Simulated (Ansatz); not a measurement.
AlN: geometry relaxation (part 1 of 2)

- system: AlN (P1, 36 atoms in the cell)
- method: DFT PBE, scalar-relativistic, plane waves, PAW, no spin polarisation (Ansatz 0.2.0)

The structure derives from a Materials Project entry. It belongs to a series of runs on one base structure; here: the perfect supercell shaken and relaxed. Figures and captions count atoms from 1; the log counts them from 0 in places.

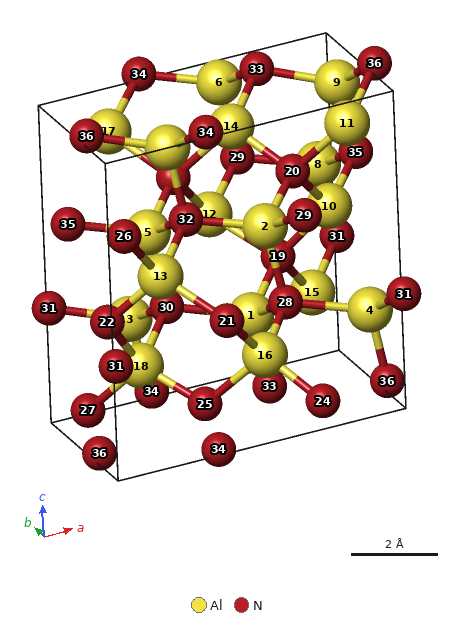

**Figure 1.** The structure as given in the input (ball-and-stick view of the cell of the calculation, seen slightly off an axis; atoms are numbered from 1 in the order of the input). Near neighbours in the crystal (not all of them lie inside the picture): Al has 4 N at 1.81 to 2.08 Å; N has 4 Al at 1.81 to 2.08 Å.

Results in brief

| quantity | value |
| --- | --- |
| outcome | converged |
| space group (tolerance 0.01 Å) | P1 (1) → P6₃mc (186) |
| electrons treated | 144 |
| free energy | −16636.5635 eV |
| Fermi energy | 9.340 eV |
| gap on the k-point mesh | 5.22 eV |
| final volume | 383.22 Å³ |
| largest force (length of the vector) at the end | 0.015 eV/Å |
| final cell | a = 7.387 Å, b = 7.387 Å, c = 7.387 Å, α = 78.93°, β = 78.93°, γ = 78.93° |
| hardware | 8 threads of Arm Neoverse V2, 24 GiB of memory available, shared host |
| wall time | 14 s (CPU time 1.7 min) |
| peak memory | 1 GiB |

Input
```yaml
crystal:
  lattice:
    - [-4.6953054928, -2.7108358902, 5.0180193525]
    - [4.6953054928, -2.7108358902, 5.0180193525]
    - [0.0, 5.4216717804, 5.0180193525]
  atoms:
    - { symbol: Al, position: [0.6174753883, 0.6144622236, 0.2687929605] }
    - { symbol: Al, position: [0.6041530959, 0.28398891, 0.6132257962] }
    - { symbol: Al, position: [0.2702561999, 0.9382580195, 0.277297154] }
    - { symbol: Al, position: [0.9515893314, 0.2774606866, 0.2714780369] }
    - { symbol: Al, position: [0.2741250045, 0.6173590042, 0.6078627762] }
    - { symbol: Al, position: [0.6114918415, 0.9403901614, 0.9442151487] }
    - { symbol: Al, position: [0.2778693506, 0.2781791694, 0.9368977779] }
    - { symbol: Al, position: [0.9397009362, 0.9364531329, 0.6122345609] }
    - { symbol: Al, position: [0.9416422259, 0.5992330454, 0.931074458] }
    - { symbol: Al, position: [0.8890982265, 0.560406062, 0.5613488402] }
    - { symbol: Al, position: [0.8861230175, 0.2176418605, 0.8853334835] }
    - { symbol: Al, position: [0.550863705, 0.8961851541, 0.550165336] }
    - { symbol: Al, position: [0.2263743084, 0.2333523172, 0.5500032986] }
    - { symbol: Al, position: [0.5612587386, 0.5490774252, 0.888165152] }
    - { symbol: Al, position: [0.8907630344, 0.8849638248, 0.2280957628] }
    - { symbol: Al, position: [0.5710981008, 0.2178254623, 0.2270564326] }
    - { symbol: Al, position: [0.2143475446, 0.8933197164, 0.8887986478] }
    - { symbol: Al, position: [0.2172688632, 0.5513124444, 0.2129953075] }
    - { symbol: "N", position: [0.7443634268, 0.733527313, 0.4029454337] }
    - { symbol: "N", position: [0.7345001977, 0.409786072, 0.733451918] }
    - { symbol: "N", position: [0.4133497907, 0.0744337875, 0.3971891819] }
    - { symbol: "N", position: [0.0761013546, 0.4083184253, 0.4086716701] }
    - { symbol: "N", position: [0.3949434795, 0.7338265327, 0.7314049882] }
    - { symbol: "N", position: [0.7332101811, 0.0794146485, 0.0702975866] }
    - { symbol: "N", position: [0.3994762954, 0.4049269059, 0.0775677089] }
    - { symbol: "N", position: [0.0705216639, 0.071465028, 0.7414908595] }
    - { symbol: "N", position: [0.0718392933, 0.744584855, 0.0697665204] }
    - { symbol: "N", position: [0.6791623059, 0.3525903908, 0.344016663] }
    - { symbol: "N", position: [0.6811227826, 0.0146477898, 0.678560222] }
    - { symbol: "N", position: [0.3435158886, 0.6829309464, 0.3458657512] }
    - { symbol: "N", position: [0.0118883303, 0.0134888174, 0.3560393159] }
    - { symbol: "N", position: [0.3493540167, 0.3576407498, 0.678689961] }
    - { symbol: "N", position: [0.6853474286, 0.6795050274, 0.0175277566] }
    - { symbol: "N", position: [0.3545759095, 0.0180318924, 0.0149213265] }
    - { symbol: "N", position: [0.0137845266, 0.6769445213, 0.6818988972] }
    - { symbol: "N", position: [0.0167326071, 0.3453077688, 0.0202861309] }
basis:
  ecutwfc: 420
  xc_grid: 2
kpoints:
  mp_grid: { grid: [2, 2, 2], shift: [0.5, 0.5, 0.5] }
hamiltonian:
  xc: pbe
scf:
  occupations: { method: gaussian, width: 0.02 }
output:
  forces: true
  stress: false
  eigenvalues: true
relax:
  adjacent_minimum: "off"
  f_tol: 0.03
  max_steps: 25
```

Launched with:
```bash
ansatz run input.yaml --threads 8 --pin off --max-ram 16384MiB --backend cpu --events-out ev --progress --plain --runs-dir out
```

Output
```
Engine: ansatz 0.2.0, aarch64-unknown-linux-gnu
Pseudopotentials: kind: paw
Pseudopotential: Al, paw, valence charge 3, recommended cutoff 420 eV (normal), Al.paw.azcp
Pseudopotential: N, paw, valence charge 5, recommended cutoff 420 eV (normal), N.paw.azcp
Functional definition: PBE
  parameter kappa = 0.804
  parameter beta = 0.06672455060314922
  exchange = pbe_x(kappa = kappa, mu = beta*pi^2/3)
  correlation = pbe_c(beta = beta)
Crystal: 36 atoms, lattice volume = 383.222 Å³
Basis set: ecut = 420 eV, 7511 PW (Γ), exchange–correlation on 100×100×100 points (8 copies of the dense FFT grid, shifted against one another)
Bands: 108, of which v1, the nominal top of the filled ones, is band 72 counted from 1 (71 counted from 0)
Symmetry: 1 space group operations
Space group: P1 (ITA 1), of the structure as read, at distance tolerance 7.3e-5 Å
k-points: 4 of 8 (time reversal used)
Non-local potential: Al, projectors of the file, l = 0: 2, l = 1: 2, l = 2: 1
Non-local potential: N, projectors of the file, l = 0: 2, l = 1: 2, l = 2: 1
PAW form: soft (Blöchl's): semilocal exchange-correlation on the pseudo side does not see the compensation charge
PAW one-centre angular grid: Al, 110 points (default); XC on 64 Gauss nodes
PAW one-centre angular grid: N, 110 points (default); XC on 64 Gauss nodes
Initial density: superposition of atomic densities (neutral atoms: chi_scale 0, normalization atom), corrected by the library's trained network
Initial wavefunctions: pseudopotential atomic-orbital guess
Functional: x = pbe(κ = 0.804, μ = 0.2195149727645171), c = pbe(β = 0.06672455060314922)
SCF iter   1: F=—  HF=-16634.967264 eV  |F-HF|=—  |Δ(HF+E_count)|=         —  Δρ=9.61e-4  dr2=2.91e-3  ethr=1.77e-3  ⟨swp⟩=6.0  Hψ=1907  notcnv=0  defer=67
preconditioner: auto → Resta (q_TF=auto, 2.318 Å⁻¹)  ε∞=4.1  [insulator: Δε(μ)=4.956 eV  Ē_g=12.952 eV  σ=0.020 eV  W_gap=1.00  n_scr=86 (ndim 8)  ℏωp=22.8 eV  f_vac=0.000  D(μ)=0.00/eV (n_scr^D=0)  ε∞_Penn≈4.1]
SCF iter   2: F=—  HF=-16634.966570 eV  |F-HF|=—  |Δ(HF+E_count)|=   6.94e-4  Δρ=5.30e-4  dr2=7.30e-4  ethr=2.02e-6  ⟨swp⟩=2.0  Hψ=705  notcnv=0  defer=101
SCF iter   3: F=—  HF=-16634.967389 eV  |F-HF|=—  |Δ(HF+E_count)|=   8.20e-4  Δρ=2.05e-4  dr2=1.58e-4  ethr=5.07e-7  ⟨swp⟩=2.0  Hψ=573  notcnv=0  defer=101
iter 4 did not close the SCF: its close was put off for the readings that it lacked (scf_convergence_deferred on its scf_iter line)
SCF iter   4: F=-16634.967384 eV  HF=-16634.967383 eV  |F-HF|=1.06e-6  |Δ(HF+E_count)|=   6.26e-6  Δρ=4.26e-5  dr2=5.25e-6  ethr=1.10e-7  ⟨swp⟩=2.0  Hψ=541  notcnv=0  defer=101
iter 5 did not close the SCF: its close was put off for the readings that it lacked (scf_convergence_deferred on its scf_iter line)
SCF iter   5: F=-16634.967385 eV  HF=-16634.967385 eV  |F-HF|=1.57e-8  |Δ(HF+E_count)|=   1.87e-6  Δρ=1.28e-5  dr2=6.22e-7  ethr=3.65e-9  ⟨swp⟩=2.0  Hψ=529  notcnv=0  defer=101
SCF iter   6: F=-16634.967385 eV  HF=-16634.967385 eV  |F-HF|=1.21e-7  |Δ(HF+E_count)|=   1.92e-7  Δρ=7.23e-6  dr2=1.94e-7  ethr=4.32e-10  ⟨swp⟩=13.8  Hψ=2401  notcnv=0
SCF 1 converged in 6 iterations: F = -16634.967385 eV  dr2 = 1.94e-7
  greatest PAW one-centre occupation: 0.792 electrons in one spin orbital (limit 2), on the N atom at site 34 (counted from 0), in its partial waves of l = 0
relax step   1: F+E_penalty+E_count = -16634.96738505 eV  Δ(F+E_penalty+E_count) = +0.000e0 eV  max|allowed force component| = 2.320e0 eV/Å  Δτ_max = 0.0000 Å  (6 SCF iters, dr2 threshold 2.25e-5 eV, accepted)
Initial density: handed on by an earlier stage of this run
Initial wavefunctions: those handed on with the density
iter 1 solved again at ethr=1.34e-4 eV; its pass at ethr=3.10e-3 eV (dr2=1.92e-1 eV) is discarded
SCF iter   1: F=—  HF=-16636.108694 eV  |F-HF|=—  |Δ(HF+E_count)|=         —  Δρ=6.36e-3  dr2=1.94e-1  ethr=1.34e-4  ⟨swp⟩=1.5  Hψ=1602  notcnv=0  defer=119
preconditioner: auto → Resta (q_TF=auto, 2.318 Å⁻¹)  ε∞=4.1  [insulator: Δε(μ)=5.148 eV  Ē_g=12.974 eV  σ=0.020 eV  W_gap=1.00  n_scr=86 (ndim 8)  ℏωp=22.8 eV  f_vac=0.000  D(μ)=0.00/eV (n_scr^D=0)  ε∞_Penn≈4.1]
SCF iter   2: F=—  HF=-16636.060464 eV  |F-HF|=—  |Δ(HF+E_count)|=   4.82e-2  Δρ=2.89e-3  dr2=4.35e-2  ethr=1.34e-4  ⟨swp⟩=2.8  Hψ=573  notcnv=0  defer=119
SCF iter   3: F=—  HF=-16636.049423 eV  |F-HF|=—  |Δ(HF+E_count)|=   1.10e-2  Δρ=1.27e-3  dr2=5.76e-3  ethr=3.02e-5  ⟨swp⟩=2.2  Hψ=584  notcnv=0  defer=119
SCF iter   4: F=—  HF=-16636.048292 eV  |F-HF|=—  |Δ(HF+E_count)|=   1.13e-3  Δρ=2.99e-4  dr2=4.46e-4  ethr=4.00e-6  ⟨swp⟩=2.8  Hψ=673  notcnv=0  defer=119
SCF iter   5: F=-16636.048246 eV  HF=-16636.048262 eV  |F-HF|=1.58e-5  |Δ(HF+E_count)|=   2.98e-5  Δρ=7.82e-5  dr2=2.67e-5  ethr=6.94e-8  ⟨swp⟩=15.0  Hψ=2423  notcnv=0
SCF 2 converged in 5 iterations: F = -16636.048246 eV  dr2 = 2.67e-5
  greatest PAW one-centre occupation: 0.789 electrons in one spin orbital (limit 2), on the N atom at site 34 (counted from 0), in its partial waves of l = 0
relax step   2: F+E_penalty+E_count = -16636.04824645 eV  Δ(F+E_penalty+E_count) = -1.081e0 eV  max|allowed force component| = 1.383e0 eV/Å  Δτ_max = 0.0778 Å  (5 SCF iters, dr2 threshold 1.00e-4 eV, accepted)
SCF iter   1: F=—  HF=-16636.656126 eV  |F-HF|=—  |Δ(HF+E_count)|=         —  Δρ=7.14e-3  dr2=2.46e-1  ethr=1.01e-3  ⟨swp⟩=4.0  Hψ=1057  notcnv=0  defer=119
preconditioner: auto → Resta (q_TF=auto, 2.318 Å⁻¹)  ε∞=4.1  [insulator: Δε(μ)=5.213 eV  Ē_g=12.982 eV  σ=0.020 eV  W_gap=1.00  n_scr=86 (ndim 8)  ℏωp=22.8 eV  f_vac=0.000  D(μ)=0.00/eV (n_scr^D=0)  ε∞_Penn≈4.1]
SCF iter   2: F=—  HF=-16636.581884 eV  |F-HF|=—  |Δ(HF+E_count)|=   7.42e-2  Δρ=3.26e-3  dr2=5.27e-2  ethr=1.71e-4  ⟨swp⟩=3.0  Hψ=739  notcnv=0  defer=119
SCF iter   3: F=—  HF=-16636.564389 eV  |F-HF|=—  |Δ(HF+E_count)|=   1.75e-2  Δρ=1.14e-3  dr2=4.41e-3  ethr=3.66e-5  ⟨swp⟩=2.0  Hψ=554  notcnv=0  defer=119
SCF iter   4: F=—  HF=-16636.563457 eV  |F-HF|=—  |Δ(HF+E_count)|=   9.32e-4  Δρ=3.11e-4  dr2=3.16e-4  ethr=3.06e-6  ⟨swp⟩=2.0  Hψ=559  notcnv=0  defer=119
SCF iter   5: F=-16636.563444 eV  HF=-16636.563450 eV  |F-HF|=5.55e-6  |Δ(HF+E_count)|=   7.15e-6  Δρ=5.55e-5  dr2=1.53e-5  ethr=6.94e-8  ⟨swp⟩=14.5  Hψ=2439  notcnv=0
SCF 3 converged in 5 iterations: F = -16636.563444 eV  dr2 = 1.53e-5
  greatest PAW one-centre occupation: 0.787 electrons in one spin orbital (limit 2), on the N atom at site 34 (counted from 0), in its partial waves of l = 0
relax step   3: F+E_penalty+E_count = -16636.56344448 eV  Δ(F+E_penalty+E_count) = -5.152e-1 eV  max|allowed force component| = 1.385e-2 eV/Å  Δτ_max = 0.0662 Å  (5 SCF iters, dr2 threshold 1.00e-4 eV, accepted)
iter 1 solved again at ethr=1.08e-8 eV; its pass at ethr=3.10e-3 eV (dr2=1.55e-5 eV) is discarded
SCF iter   1: F=—  HF=-16636.563614 eV  |F-HF|=—  |Δ(HF+E_count)|=         —  Δρ=5.62e-5  dr2=1.55e-5  ethr=1.08e-8  ⟨swp⟩=1.0  Hψ=1032  notcnv=0
preconditioner: auto → Resta (q_TF=auto, 2.318 Å⁻¹)  ε∞=4.1  [insulator: Δε(μ)=5.217 eV  Ē_g=12.981 eV  σ=0.020 eV  W_gap=1.00  n_scr=86 (ndim 8)  ℏωp=22.8 eV  f_vac=0.000  D(μ)=0.00/eV (n_scr^D=0)  ε∞_Penn≈4.1]
SCF iter   2: F=—  HF=-16636.563449 eV  |F-HF|=—  |Δ(HF+E_count)|=   1.64e-4  Δρ=2.87e-5  dr2=4.47e-6  ethr=1.08e-8  ⟨swp⟩=2.0  Hψ=601  notcnv=0
SCF iter   3: F=—  HF=-16636.563450 eV  |F-HF|=—  |Δ(HF+E_count)|=   5.11e-7  Δρ=1.49e-5  dr2=1.28e-6  ethr=3.10e-9  ⟨swp⟩=2.0  Hψ=601  notcnv=0
SCF iter   4: F=-16636.563450 eV  HF=-16636.563450 eV  |F-HF|=9.42e-9  |Δ(HF+E_count)|=   1.37e-7  Δρ=2.77e-6  dr2=2.59e-8  ethr=6.94e-11  ⟨swp⟩=5.2  Hψ=1702  notcnv=0
SCF 4 converged in 4 iterations: F = -16636.563450 eV  dr2 = 2.59e-8
relax step   4: F+E_penalty+E_count = -16636.56345009 eV  Δ(F+E_penalty+E_count) = -5.606e-6 eV  max|allowed force component| = 1.393e-2 eV/Å  Δτ_max = 0.0000 Å  (4 SCF iters, accepted)
```

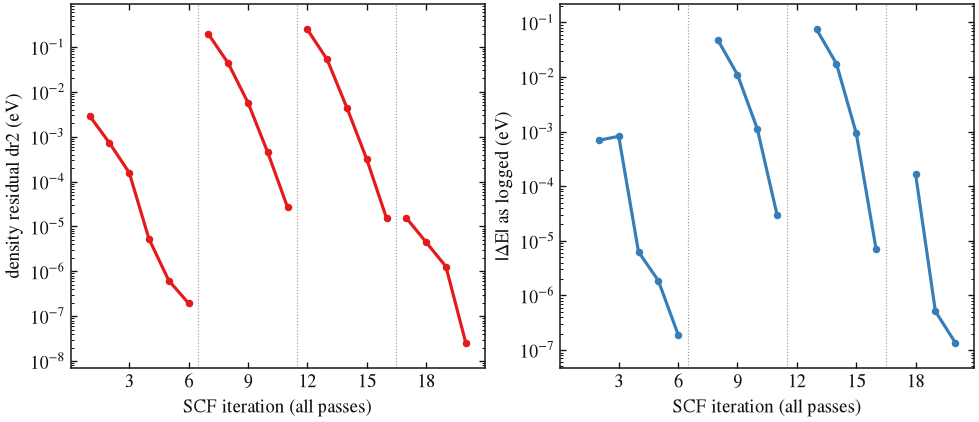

**Figure 2.** Convergence of the self-consistent field: density residual dr2 and size of the energy change against the SCF iteration. The dotted lines part the SCF passes of the relaxation: geometry steps, rejected trials and re-solves on a re-selected basis. The passes take 6, 5, 5 and 4 iterations.

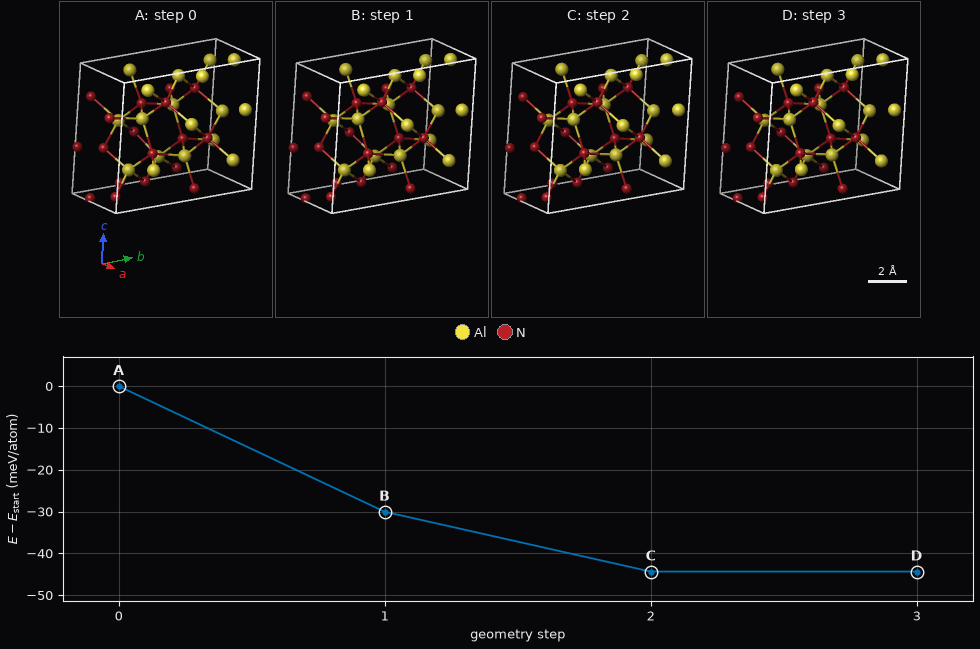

**Figure 3.** Frames of the relaxation (ball-and-stick view of the cell of the calculation, seen slightly off an axis) above the curves, on which the letters mark them (the first geometry is step 0 here and step 1 in the log).

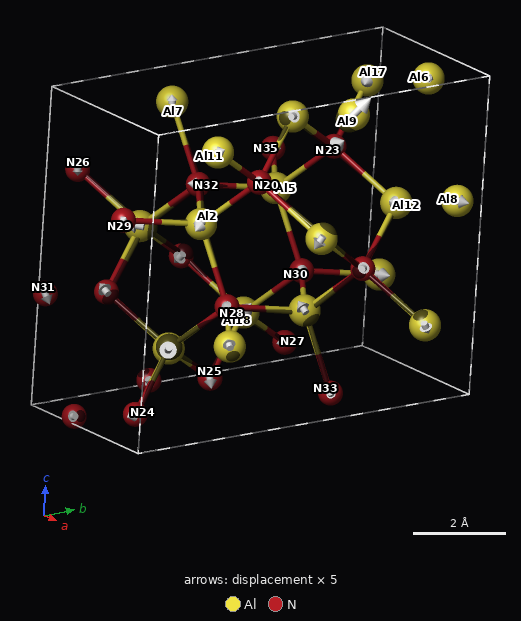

**Figure 4.** Start (faint) and end (solid) with the displacements as white arrows, magnified 5 times (ball-and-stick view of the cell of the calculation, seen slightly off an axis). Al9 moves most: 0.14 Å. By element the largest moves are Al 0.14 Å, N 0.10 Å. The cell stays as it was. Among the contacts that change: Al9–N27 2.080 → 1.915 Å, Al16–N28 1.810 → 1.914 Å, Al13–N26 2.003 → 1.903 Å, Al10–N35 1.816 → 1.914 Å. Among the angles that change: N21–Al3–N34 101.7° → 108.2°, N24–Al16–N28 114.5° → 108.2°, N21–Al16–N25 104.4° → 110.7°. The space group (tolerance 0.01 Å) goes from P1 (No. 1) to P6_3mc (No. 186). After 3 geometry steps the energy has fallen by 44.3 meV per atom. Largest force component: 2.3 eV/Å at the start, 0.014 eV/Å at the end. (Atoms are counted from 1 in the order of the input.)

```
SCF converged after 4 iterations
Free energy (F): -16636.563450 eV
Harris-Foulkes:  -16636.563450 eV  (|F-HF|=9.42e-9)
Internal energy: -16636.563450 eV  (E = F + TS)
E sigma→0 (E₀):  -16636.563450 eV
Fermi energy:    9.339954 eV
--- Per-component energies (eV) ---
  E_band       = 250.795963
  E_kinetic    = 2855.965444
  E_local      = -4064.593080  (includes V_loc(G=0)·N_el)
  E_nonlocal   = 994.544309
  E_hartree    = 1409.867495
  E_xc         = -1829.261676
  E_vxc        = -1938.435101  (∫ρ·V_xc dr)
  E_paw        = -10710.614517  (= ΣΔE_a)
  E_vpaw       = -416.421924  (= ΣTr[D̂ρ^β])
  E_aug_tail   = 0.001758  (compensation charges beyond the density's cutoff)
  E_ewald      = -5292.473184
  E_smearing   = -0.000000  (= −TS)
  E_closure    = -0.000000  (closes the sum)
  Σ components = -16636.563450   (vs F -16636.563450, Δ=0.00e0)
--- Forces (eV/Å), atoms counted from 1 ---
  atom   1  Al    -0.00476309     0.01061705    -0.00280868
  atom   2  Al    -0.00377442    -0.00519485    -0.00123825
  atom   3  Al    -0.00323159    -0.00352512    -0.00043087
  atom   4  Al    -0.00007104     0.00487617     0.00451048
  atom   5  Al    -0.00195870    -0.00202283    -0.01344305
  atom   6  Al    -0.00113502    -0.00298203     0.00151968
  atom   7  Al    -0.00242019     0.00379128     0.00175681
  atom   8  Al     0.00299892     0.00397690     0.00489007
  atom   9  Al     0.00215889     0.00558033     0.00141159
  atom  10  Al     0.00399235     0.00584444    -0.01066223
  atom  11  Al    -0.00027969    -0.00054521     0.00156773
  atom  12  Al    -0.00546637     0.00616129     0.00370259
  atom  13  Al    -0.00070224     0.00353988     0.00023993
  atom  14  Al     0.00246237     0.00086171    -0.00145009
  atom  15  Al    -0.00428542     0.00320210     0.00246019
  atom  16  Al     0.00286663     0.00644888    -0.00274002
  atom  17  Al    -0.00339414    -0.00487363    -0.00279093
  atom  18  Al     0.01299797     0.00391307     0.00340764
  atom  19  N      0.00313132    -0.00573495    -0.00227047
  atom  20  N     -0.00312631    -0.00513123     0.00282392
  atom  21  N      0.00396605    -0.00160822    -0.00337519
  atom  22  N     -0.00142661     0.00011514    -0.00017784
  atom  23  N     -0.00529882    -0.00299385     0.01393172
  atom  24  N      0.00310406    -0.00290466    -0.00532305
  atom  25  N     -0.00379771    -0.00559282    -0.00394552
  atom  26  N      0.00113111    -0.00183885    -0.00153954
  atom  27  N     -0.00049889     0.00447563    -0.00262386
  atom  28  N     -0.00146424    -0.00626442    -0.00009988
  atom  29  N      0.00458478    -0.00171831    -0.00632083
  atom  30  N      0.00076159    -0.00073324     0.00462549
  atom  31  N     -0.00315980    -0.00302493    -0.00460299
  atom  32  N      0.00076476     0.00140888    -0.00173553
  atom  33  N     -0.00012288    -0.00589542     0.00227652
  atom  34  N      0.00176250     0.00688243     0.00493441
  atom  35  N      0.00064397    -0.00306851     0.01136793
  atom  36  N      0.00304981    -0.00604926     0.00217108
  max |Σ_I F_I| component: 1.89e-5 eV/Å
--- Band table (eV) ---
```
